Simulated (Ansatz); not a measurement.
Geometry relaxation of C10O (part 2 of 2)

The same run, continued: C10O (slab, 11 atoms in the cell); DFT PBE+D3(BJ), scalar-relativistic, plane waves, PAW, no spin polarisation (Ansatz 0.2.0); cutoff 420 eV, 12×12×1 k-mesh, Gaussian smearing of 0.1 eV. The structure derives from a Materials Project entry. The input holds or restrains some coordinates. Forces given for the steps count only the free coordinates. It belongs to a series of runs on one base structure; here: O over the place (2/4, 0/4) of the surface cell, its height relaxed.

Geometry of the input (Å; fractional positions):
```
2.4655  0.0000  0.0000
-1.2328  2.1341  0.0000
0.0000  0.0000  32.5980
C  0.0833  0.1666  0.2608
C  0.4167  0.8334  0.2608
C  0.5833  0.1666  0.3650
C  0.9167  0.8334  0.3650
C  0.0833  0.1666  0.4693
C  0.4167  0.8334  0.4693
C  0.5833  0.1666  0.5736
C  0.9167  0.8334  0.5736
C  0.0833  0.1666  0.6779
C  0.4167  0.8334  0.6779
O  0.5833  0.1666  0.7159
```

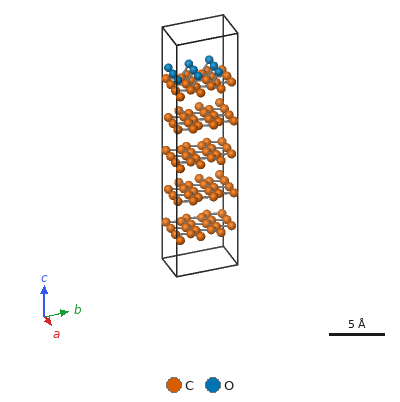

Fig. 1: The geometry at step 2 of the log (ball-and-stick view of the 3 × 3 repeat of the cell, with the vacuum cut short, seen slightly off an axis).

Log, continued:
```
SCF iter   1: F=—  HF=-3072.803728 eV  |F-HF|=—  |Δ(HF+E_count)|=         —  Δρ=8.67e-3  dr2=5.46e-2  ethr=1.05e-3  p=-0.078 e·Å  D=-8.24e-2 V/Å  ΔV_dip=2.68 eV  dr2_dipole=1.26e-2  V_vac-E_F(+/−)=6.90/4.21 eV  ⟨swp⟩=3.2  Hψ=3582  notcnv=0  defer=167
efield: sawtooth ramp at fractional position 0.9683 (handed on by an earlier solve), width 0.0400; the density the first Hamiltonian is built on has a dipole p = -0.078 e·Å; the dipole correction subtracts the counter field D = -8.24e-2 V/Å, which shifts the + side's vacuum level by +2.68 eV against the − side's; the planar-averaged density in the ramp window peaks in size at 1.8e-6 e/Å³
preconditioner: auto → LDOS  [metal: Δε(μ)=0.058 eV  Ē_g=15.320 eV  σ=0.100 eV  W_gap=0.31  n_scr=22 (ndim 8)  ℏωp=19.2 eV  f_vac=0.448  D(μ)=0.52/eV (n_scr^D=6)  β→1.0]
SCF iter   2: F=—  HF=-3072.802372 eV  |F-HF|=—  |Δ(HF+E_count)|=   1.36e-3  Δρ=4.14e-3  dr2=1.92e-2  ethr=1.19e-4  p=-0.086 e·Å  D=-9.06e-2 V/Å  ΔV_dip=2.95 eV  dr2_dipole=1.21e-5  V_vac-E_F(+/−)=7.22/4.26 eV  ⟨swp⟩=2.4  Hψ=3067  notcnv=0  defer=178
SCF iter   3: F=—  HF=-3072.795819 eV  |F-HF|=—  |Δ(HF+E_count)|=   6.55e-3  Δρ=9.18e-4  dr2=1.03e-3  ethr=4.17e-5  p=-0.078 e·Å  D=-8.19e-2 V/Å  ΔV_dip=2.67 eV  dr2_dipole=3.17e-5  V_vac-E_F(+/−)=6.93/4.26 eV  ⟨swp⟩=2.0  Hψ=2459  notcnv=0  defer=178
SCF iter   4: F=—  HF=-3072.795561 eV  |F-HF|=—  |Δ(HF+E_count)|=   2.58e-4  Δρ=1.70e-4  dr2=6.49e-5  ethr=2.25e-6  p=-0.078 e·Å  D=-8.25e-2 V/Å  ΔV_dip=2.69 eV  dr2_dipole=1.35e-6  V_vac-E_F(+/−)=6.95/4.26 eV  ⟨swp⟩=2.5  Hψ=2331  notcnv=0  defer=174
SCF iter   5: F=-3072.795552 eV  HF=-3072.795554 eV  |F-HF|=2.28e-6  |Δ(HF+E_count)|=   7.48e-6  Δρ=5.28e-5  dr2=5.25e-6  ethr=1.41e-7  p=-0.079 e·Å  D=-8.29e-2 V/Å  ΔV_dip=2.70 eV  dr2_dipole=9.41e-7  V_vac-E_F(+/−)=6.96/4.26 eV  ⟨swp⟩=28.2  Hψ=18156  notcnv=0
SCF 3 converged in 5 iterations: F = -3072.795552 eV  dr2 = 5.25e-6
  greatest PAW one-centre occupation: 0.896 electrons in one spin orbital (limit 2), on the O atom at site 10 (counted from 0), in its partial waves of l = 0
relax step   3: F+E_penalty+E_count = -3072.79555155 eV  Δ(F+E_penalty+E_count) = -7.996e-2 eV  max|allowed force component| = 3.668e-1 eV/Å  Δτ_max = 0.0632 Å  (5 SCF iters, dr2 threshold 1.00e-4 eV, accepted)
SCF iter   1: F=—  HF=-3072.798668 eV  |F-HF|=—  |Δ(HF+E_count)|=         —  Δρ=1.98e-3  dr2=2.95e-3  ethr=5.69e-5  p=-0.079 e·Å  D=-8.29e-2 V/Å  ΔV_dip=2.70 eV  dr2_dipole=8.23e-4  V_vac-E_F(+/−)=6.95/4.25 eV  ⟨swp⟩=2.0  Hψ=3354  notcnv=0  defer=70
efield: sawtooth ramp at fractional position 0.9683 (handed on by an earlier solve), width 0.0400; the density the first Hamiltonian is built on has a dipole p = -0.079 e·Å; the dipole correction subtracts the counter field D = -8.29e-2 V/Å, which shifts the + side's vacuum level by +2.70 eV against the − side's; the planar-averaged density in the ramp window peaks in size at 1.7e-6 e/Å³
preconditioner: auto → LDOS  [metal: Δε(μ)=0.082 eV  Ē_g=15.292 eV  σ=0.100 eV  W_gap=0.41  n_scr=22 (ndim 8)  ℏωp=19.2 eV  f_vac=0.448  D(μ)=0.55/eV (n_scr^D=6)  β→1.0]
SCF iter   2: F=—  HF=-3072.798483 eV  |F-HF|=—  |Δ(HF+E_count)|=   1.85e-4  Δρ=8.28e-4  dr2=7.21e-4  ethr=6.41e-6  p=-0.080 e·Å  D=-8.44e-2 V/Å  ΔV_dip=2.75 eV  dr2_dipole=5.96e-7  V_vac-E_F(+/−)=7.01/4.26 eV  ⟨swp⟩=2.0  Hψ=2777  notcnv=0  defer=82
SCF iter   3: F=—  HF=-3072.798282 eV  |F-HF|=—  |Δ(HF+E_count)|=   2.01e-4  Δρ=2.12e-4  dr2=5.54e-5  ethr=1.57e-6  p=-0.079 e·Å  D=-8.29e-2 V/Å  ΔV_dip=2.70 eV  dr2_dipole=1.82e-6  V_vac-E_F(+/−)=6.96/4.26 eV  ⟨swp⟩=2.1  Hψ=2227  notcnv=0  defer=82
iter 4 did not close the SCF: its close was put off until two iterations running show no level that it waits for move by more than its bar (scf_convergence_deferred on its scf_iter line)
SCF iter   4: F=-3072.798266 eV  HF=-3072.798270 eV  |F-HF|=3.23e-6  |Δ(HF+E_count)|=   1.20e-5  Δρ=3.88e-5  dr2=4.94e-6  ethr=1.83e-8  p=-0.079 e·Å  D=-8.30e-2 V/Å  ΔV_dip=2.70 eV  dr2_dipole=2.77e-7  V_vac-E_F(+/−)=6.97/4.26 eV  ⟨swp⟩=24.0  Hψ=17181  notcnv=0
iter 5 did not close the SCF: its close was put off until two iterations running show no level that it waits for move by more than its bar (scf_convergence_deferred on its scf_iter line)
SCF iter   5: F=-3072.798270 eV  HF=-3072.798270 eV  |F-HF|=2.80e-7  |Δ(HF+E_count)|=   7.59e-8  Δρ=1.10e-5  dr2=2.56e-7  ethr=1.07e-8  p=-0.079 e·Å  D=-8.31e-2 V/Å  ΔV_dip=2.71 eV  dr2_dipole=2.53e-8  V_vac-E_F(+/−)=6.97/4.26 eV  ⟨swp⟩=15.4  Hψ=12704  notcnv=0
SCF iter   6: F=-3072.798270 eV  HF=-3072.798270 eV  |F-HF|=2.45e-7  |Δ(HF+E_count)|=   2.37e-7  Δρ=3.68e-6  dr2=1.50e-8  ethr=5.58e-10  p=-0.079 e·Å  D=-8.31e-2 V/Å  ΔV_dip=2.71 eV  dr2_dipole=9.49e-11  V_vac-E_F(+/−)=6.97/4.26 eV  ⟨swp⟩=12.0  Hψ=11333  notcnv=0
SCF 4 converged in 6 iterations: F = -3072.798270 eV  dr2 = 1.50e-8
relax step   4: F+E_penalty+E_count = -3072.79827011 eV  Δ(F+E_penalty+E_count) = -2.719e-3 eV  max|allowed force component| = 2.918e-2 eV/Å  Δτ_max = 0.0138 Å  (6 SCF iters, dr2 threshold 8.41e-6 eV, accepted)
SCF iter   1: F=—  HF=-3072.798384 eV  |F-HF|=—  |Δ(HF+E_count)|=         —  Δρ=1.78e-4  dr2=2.29e-5  ethr=5.24e-7  p=-0.079 e·Å  D=-8.31e-2 V/Å  ΔV_dip=2.71 eV  dr2_dipole=6.09e-6  V_vac-E_F(+/−)=6.97/4.26 eV  ⟨swp⟩=2.0  Hψ=3102  notcnv=0
efield: sawtooth ramp at fractional position 0.9683 (handed on by an earlier solve), width 0.0400; the density the first Hamiltonian is built on has a dipole p = -0.079 e·Å; the dipole correction subtracts the counter field D = -8.31e-2 V/Å, which shifts the + side's vacuum level by +2.71 eV against the − side's; the planar-averaged density in the ramp window peaks in size at 1.4e-6 e/Å³
preconditioner: auto → LDOS  [metal: Δε(μ)=0.080 eV  Ē_g=15.292 eV  σ=0.100 eV  W_gap=0.42  n_scr=22 (ndim 8)  ℏωp=19.2 eV  f_vac=0.448  D(μ)=0.56/eV (n_scr^D=8)  β→1.0]
SCF iter   2: F=—  HF=-3072.798289 eV  |F-HF|=—  |Δ(HF+E_count)|=   9.53e-5  Δρ=6.76e-5  dr2=5.15e-6  ethr=4.98e-8  p=-0.079 e·Å  D=-8.32e-2 V/Å  ΔV_dip=2.71 eV  dr2_dipole=6.70e-8  V_vac-E_F(+/−)=6.98/4.26 eV  ⟨swp⟩=2.0  Hψ=2777  notcnv=0
SCF iter   3: F=—  HF=-3072.798288 eV  |F-HF|=—  |Δ(HF+E_count)|=   7.33e-7  Δρ=1.50e-5  dr2=5.02e-7  ethr=1.12e-8  p=-0.079 e·Å  D=-8.31e-2 V/Å  ΔV_dip=2.71 eV  dr2_dipole=1.28e-9  V_vac-E_F(+/−)=6.97/4.26 eV  ⟨swp⟩=2.3  Hψ=2252  notcnv=0
SCF iter   4: F=—  HF=-3072.798288 eV  |F-HF|=—  |Δ(HF+E_count)|=   7.37e-8  Δρ=5.57e-6  dr2=1.10e-7  ethr=2.17e-10  p=-0.079 e·Å  D=-8.31e-2 V/Å  ΔV_dip=2.71 eV  dr2_dipole=4.67e-9  V_vac-E_F(+/−)=6.97/4.26 eV  ⟨swp⟩=17.1  Hψ=12678  notcnv=0
SCF iter   5: F=-3072.798288 eV  HF=-3072.798288 eV  |F-HF|=4.08e-8  |Δ(HF+E_count)|=   2.38e-8  Δρ=1.06e-6  dr2=1.44e-9  ethr=2.17e-10  p=-0.079 e·Å  D=-8.31e-2 V/Å  ΔV_dip=2.71 eV  dr2_dipole=1.45e-11  V_vac-E_F(+/−)=6.97/4.26 eV  ⟨swp⟩=11.5  Hψ=9866  notcnv=0
SCF 5 converged in 5 iterations: F = -3072.798288 eV  dr2 = 1.44e-9
relax step   5: F+E_penalty+E_count = -3072.79828847 eV  Δ(F+E_penalty+E_count) = -1.835e-5 eV  max|allowed force component| = 5.981e-5 eV/Å  Δτ_max = 0.0013 Å  (5 SCF iters, accepted)
WARN: The output density's exchange-correlation potential varies sharply where the density is thin. Do not read a vacuum level from v_tot or v_xc, or from such a field of the output density. On a cell that repeats whose density bears no net charge and no dipole along the vacuum's axis use v_es (v_loc + v_h of the components); under efield.dipole_correction with no amplitude use v_es + v_field, which holds any external_charges[].barrier, or the levels of the report's work_function block, which leave it out; under a non-zero efield.amplitude the vacuum is tilted and has no level; on a cell that repeats and bears such a dipole with no correction it is tilted too, and efield.dipole_correction with no amplitude gives each side of its ramp a level where efield: is served; in a cell that repeats whose density bears a net charge (total_charge, or a fill off its count) it is curved and has none; of a slab under crystal.periodic whose density bears no net charge use v_es, which has a level on each side, short of where the two are joined; of another it falls or rises all the way out and has none; of a slab beside external_charges read slab_vacuum_level instead, which it has where they leave it neutral. The grid or the basis barely resolves most such structure, and the values can differ between equally converged runs; as a rule a tighter scf.convergence.dr2_threshold does not remove it. Where the density itself ripples (under the LDA too) a higher basis.ecutwfc lessens it. The files hold the spikes' plane waves up to the density's cutoff. Files: v_tot_of_output_density and the like, and their columns of v_z.tsv (output.write_potential); v_xc_of_output_density and the like, and their columns of v_comp_z.tsv (output.write_potential_components). Measured: with its Gaussian average of σ = 0.25 Å subtracted twice, the exchange-correlation potential is over 0.1 eV at 38 of the grid points where the equally averaged density (valence and model cores) is under 1e-3 e/Å³, and 0.177 eV at the most among them, at an averaged density of 5.1e-8 e/Å³. The input density's (outcome.potential() and, of a run that writes arrays, v_tot and v_xc) is over 0.1 eV, so measured, at 187 points of its own thin density, 0.146 eV at the most. See output.write_potential in the manual, Limitations
SCF converged after 5 iterations
Free energy (F): -3072.798288 eV
Harris-Foulkes:  -3072.798288 eV  (|F-HF|=4.08e-8)
Internal energy: -3072.795459 eV  (E = F + TS)
E sigma→0 (E₀):  -3072.796873 eV
Entropy (-TS):   -0.002830 eV (-0.257 meV/atom)
Fermi energy:    1.510787 eV
Dipole field:    D = -0.083113 V/Å  (p = -0.078783 e·Å, saw-weighted, corrected)
Work function:   Φ+ = 6.9714 eV   Φ− = 4.2621 eV
Levels:          The Fermi level and band energies are counted from a zero that moves with the ramp; work functions are not
--- Per-component energies (eV) ---
  E_band       = -366.259536
  E_kinetic    = 1087.305239
  E_local      = -40613.270371  (includes V_loc(G=0)·N_el)
  E_nonlocal   = 321.970029
  E_hartree    = 19814.035892
  E_xc         = -554.553969
  E_vxc        = -689.570523  (∫ρ·V_xc dr)
  E_paw        = -1150.423224  (= ΣΔE_a)
  E_vpaw       = -102.488160  (= ΣTr[D̂ρ^β])
  E_aug_tail   = 0.002308  (compensation charges beyond the density's cutoff)
  E_efield     = 0.003274  (sawtooth field / dipole correction)
  E_vefield    = 1.716500  (∫n·V_field dr)
  E_ewald      = 18023.602305
  E_disp       = -1.466941  (pairwise vdW)
  E_smearing   = -0.002830  (= −TS)
  E_closure    = 0.000000  (closes the sum)
  Σ components = -3072.798288   (vs F -3072.798288, Δ=0.00e0)
--- Forces (eV/Å), atoms counted from 1 ---
  atom   1  C      0.00000000     0.01468040     0.00053649
  atom   2  C      0.00000000    -0.01468024     0.00053663
  atom   3  C      0.00000000     0.00163265     0.00137290
  atom   4  C      0.00000000    -0.00162870     0.00138130
  atom   5  C      0.00000000     0.06186666    -0.00043118
  atom   6  C      0.00000000    -0.06170940    -0.00027727
  atom   7  C      0.00000000     0.02920267     0.01215334
  atom   8  C      0.00000000    -0.02703254     0.01619710
  atom   9  C      0.00000000     0.24694595    -0.76125302
  atom  10  C      0.00000000     1.50880883     0.72971091
  atom  11  O      0.00000000    -1.75809045     0.00005981
  max |Σ_I F_I| component: 1.30e-5 eV/Å
--- Band table (eV; the first three rows and the last of 43) ---
  k-point 0: bands = ["-22.6201", "-18.5317", "-18.1499", "-18.0560", "-17.9432", "-15.6599", "-7.1623", "-6.7400", "-6.4005", "-5.9649", "-5.4212", "-4.1065", "-3.5548", "-2.0173", "-2.0086", "-1.6140", "-1.6036", "-1.5465", "-1.5357", "-1.5295", "-1.5259", "0.7871", "1.5791", "1.6190", "5.0618", "5.9275", "6.4907", "7.1557", "8.0906", "8.1366", "8.2694", "8.8996", "9.1644", "9.3570"]
  k-point 1: bands = ["-22.4721", "-18.3673", "-17.9850", "-17.8918", "-17.7800", "-15.5443", "-6.9828", "-6.5636", "-6.2446", "-5.7823", "-5.2321", "-4.4195", "-4.2551", "-2.6616", "-2.3574", "-2.2564", "-2.1898", "-2.1755", "-1.9539", "-1.8868", "-1.8686", "0.4167", "1.5641", "1.8134", "5.2826", "6.1246", "6.7094", "7.3430", "8.2629", "8.3517", "8.9203", "9.0796", "9.3339", "9.4383"]
  k-point 2: bands = ["-22.0371", "-17.8756", "-17.4922", "-17.4011", "-17.2921", "-15.2143", "-6.5952", "-6.2165", "-5.8890", "-5.5554", "-5.1845", "-5.1624", "-4.6617", "-4.3038", "-3.8990", "-3.8351", "-3.8087", "-3.1536", "-2.7499", "-2.6833", "-2.6629", "-0.3716", "1.4006", "2.1211", "5.9440", "6.6926", "7.3505", "7.8478", "8.6103", "8.9791", "9.2585", "9.4461", "9.6769", "9.8006"]
  k-point 42: bands = ["-19.1464", "-14.2662", "-14.1697", "-13.8476", "-13.7717", "-13.6860", "-10.5567", "-9.5196", "-9.2382", "-9.1223", "-9.0554", "-8.9929", "-7.9481", "-7.5447", "-7.4818", "-7.4355", "-4.8758", "-2.7213", "-1.9759", "-1.6280", "-1.2040", "-0.7775", "-0.3443", "3.0637", "3.6494", "3.9776", "4.3375", "4.7069", "7.0688", "10.8159", "10.9309", "11.5055", "12.1562", "12.4098"]
--- Relaxed structure (5 steps of the walk, 5 accepted, 0 SCFs on fresh bases) ---
  F+E_penalty+E_count = -3072.79828847 eV   max|allowed force component| = 5.981e-5 eV/Å
  atoms:
    - { symbol: C, position: [0.08331017935000007, 0.1666203587, 0.2607524516] }
    - { symbol: C, position: [0.41668982065, 0.8333796413, 0.2607524516] }
    - { symbol: C, position: [0.5833101793500001, 0.1666203587, 0.3650391123] }
    - { symbol: C, position: [0.91668982065, 0.8333796413, 0.3650391123] }
    - { symbol: C, position: [0.08331017935000007, 0.1666203587, 0.46932324100000006] }
    - { symbol: C, position: [0.41668982065, 0.8333796413, 0.46932324100000006] }
    - { symbol: C, position: [0.5833101793500001, 0.1666203587, 0.5736099016] }
    - { symbol: C, position: [0.91668982065, 0.8333796413, 0.5736099016] }
    - { symbol: C, position: [0.08331017935000007, 0.1666203587, 0.6778940303] }
    - { symbol: C, position: [0.41668982065, 0.8333796413, 0.6778940303] }
    - { symbol: O, position: [0.5833101793500001, 0.1666203587, 0.7203261038083677] }
```

Trajectory as extended XYZ (Å, eV, eV/Å), 5 frames, from step=1 to step=5:
```
11
Lattice="2.4655 0.0000 0.0000 -1.2328 2.1341 0.0000 0.0000 0.0000 32.5980" Properties=species:S:1:pos:R:3:forces:R:3 step=1 energy=-3072.49095
C     0.0000    0.3556    8.5000    0.0000   0.0212   0.0007
C     0.0000    1.7786    8.5000    0.0000  -0.0212   0.0007
C     1.2328    0.3556   11.8995    0.0000   0.0003   0.0008
C     1.2328    1.7786   11.8995    0.0000  -0.0003   0.0008
C     0.0000    0.3556   15.2990    0.0000   0.0603   0.0005
C     0.0000    1.7786   15.2990    0.0000  -0.0601   0.0007
C     1.2328    0.3556   18.6985    0.0000   0.0408   0.0113
C     1.2328    1.7786   18.6985    0.0000  -0.0386   0.0116
C     0.0000    0.3556   22.0980    0.0000   0.3103  -2.7288
C     0.0000    1.7786   22.0980    0.0000   1.0134  -2.0713
O     1.2328    0.3556   23.3380    0.0000  -1.3261   4.7728
11
Lattice="2.4655 0.0000 0.0000 -1.2328 2.1341 0.0000 0.0000 0.0000 32.5980" Properties=species:S:1:pos:R:3:forces:R:3 step=2 energy=-3072.71559
C     0.0000    0.3556    8.5000    0.0000   0.0186   0.0006
C     0.0000    1.7786    8.5000    0.0000  -0.0186   0.0006
C     1.2328    0.3556   11.8995    0.0000   0.0008   0.0010
C     1.2328    1.7786   11.8995    0.0000  -0.0008   0.0010
C     0.0000    0.3556   15.2990    0.0000   0.0618   0.0002
C     0.0000    1.7786   15.2990    0.0000  -0.0616   0.0004
C     1.2328    0.3556   18.6985    0.0000   0.0350   0.0129
C     1.2328    1.7786   18.6985    0.0000  -0.0328   0.0150
C     0.0000    0.3556   22.0980    0.0000   0.2918  -1.7212
C     0.0000    1.7786   22.0980    0.0000   1.3314  -0.5634
O     1.2328    0.3556   23.4029    0.0000  -1.6259   2.2518
11
Lattice="2.4655 0.0000 0.0000 -1.2328 2.1341 0.0000 0.0000 0.0000 32.5980" Properties=species:S:1:pos:R:3:forces:R:3 step=3 energy=-3072.79555
C     0.0000    0.3556    8.5000    0.0000   0.0154   0.0005
C     0.0000    1.7786    8.5000    0.0000  -0.0154   0.0005
C     1.2328    0.3556   11.8995    0.0000   0.0015   0.0012
C     1.2328    1.7786   11.8995    0.0000  -0.0015   0.0012
C     0.0000    0.3556   15.2990    0.0000   0.0619   0.0001
C     0.0000    1.7786   15.2990    0.0000  -0.0618   0.0003
C     1.2328    0.3556   18.6985    0.0000   0.0300   0.0123
C     1.2328    1.7786   18.6985    0.0000  -0.0279   0.0160
C     0.0000    0.3556   22.0980    0.0000   0.2566  -0.9199
C     0.0000    1.7786   22.0980    0.0000   1.4879   0.5200
O     1.2328    0.3556   23.4661    0.0000  -1.7471   0.3668
11
Lattice="2.4655 0.0000 0.0000 -1.2328 2.1341 0.0000 0.0000 0.0000 32.5980" Properties=species:S:1:pos:R:3:forces:R:3 step=4 energy=-3072.79827
C     0.0000    0.3556    8.5000    0.0000   0.0147   0.0005
C     0.0000    1.7786    8.5000    0.0000  -0.0147   0.0005
C     1.2328    0.3556   11.8995    0.0000   0.0016   0.0014
C     1.2328    1.7786   11.8995    0.0000  -0.0016   0.0014
C     0.0000    0.3556   15.2990    0.0000   0.0619  -0.0004
C     0.0000    1.7786   15.2990    0.0000  -0.0617  -0.0002
C     1.2328    0.3556   18.6985    0.0000   0.0293   0.0121
C     1.2328    1.7786   18.6985    0.0000  -0.0271   0.0161
C     0.0000    0.3556   22.0980    0.0000   0.2477  -0.7738
C     0.0000    1.7786   22.0980    0.0000   1.5074   0.7131
O     1.2328    0.3556   23.4799    0.0000  -1.7574   0.0292
11
Lattice="2.4655 0.0000 0.0000 -1.2328 2.1341 0.0000 0.0000 0.0000 32.5980" Properties=species:S:1:pos:R:3:forces:R:3 step=5 energy=-3072.79829
C     0.0000    0.3556    8.5000    0.0000   0.0147   0.0005
C     0.0000    1.7786    8.5000    0.0000  -0.0147   0.0005
C     1.2328    0.3556   11.8995    0.0000   0.0016   0.0014
C     1.2328    1.7786   11.8995    0.0000  -0.0016   0.0014
C     0.0000    0.3556   15.2990    0.0000   0.0619  -0.0004
C     0.0000    1.7786   15.2990    0.0000  -0.0617  -0.0003
C     1.2328    0.3556   18.6985    0.0000   0.0292   0.0122
C     1.2328    1.7786   18.6985    0.0000  -0.0270   0.0162
C     0.0000    0.3556   22.0980    0.0000   0.2469  -0.7613
C     0.0000    1.7786   22.0980    0.0000   1.5088   0.7297
O     1.2328    0.3556   23.4812    0.0000  -1.7581   0.0001
```

Summary:

- outcome: converged under the restraints of the input
- electrons treated: 46
- free energy: −3072.7983 eV
- work function, top face: 6.97 eV
- work function, bottom face: 4.26 eV
- Fermi energy: 1.511 eV
- gap on the k-point mesh: none (metallic)
- final volume: 171.52 Å³
- work function (upper face): 6.97 eV
- largest force (length of the vector) at the end, held atoms and coordinates included: 1.758 eV/Å
- hardware: 2 threads of AMD EPYC (Zen 5), 32 GiB of memory available, shared host
- wall time: 22 s (CPU time 44 s)
- peak memory: 0.6 GiB

Remarks:

The program warns: the exchange-correlation potential is rough where the density is thin.
